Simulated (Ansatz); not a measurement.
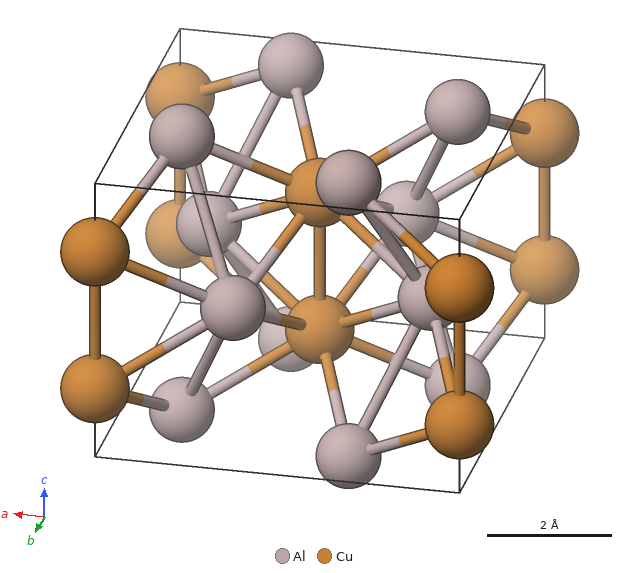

Ball-and-stick model, viewed from a general direction. Thin lines show the conventional unit cell, with boundary atoms drawn in all their periodic places. Cell: a = 6.052 Å, b = 6.052 Å, c = 4.883 Å, α = 90.00°, β = 90.00°, γ = 90.00°.

The structure is one of Al2Cu. Symmetry: I4/mcm (No. 140), body-centred tetragonal lattice. Counting shared atoms by their share gives 8 Al, 4 Cu, or 12 atoms. Taking every contact within bonding distance, one finds Al 7 and Cu 10.

The structure was taken from a structure listed in the Materials Project. Earlier steps of the study may have refined or changed the cell and positions. A calculation with Ansatz used it as input.
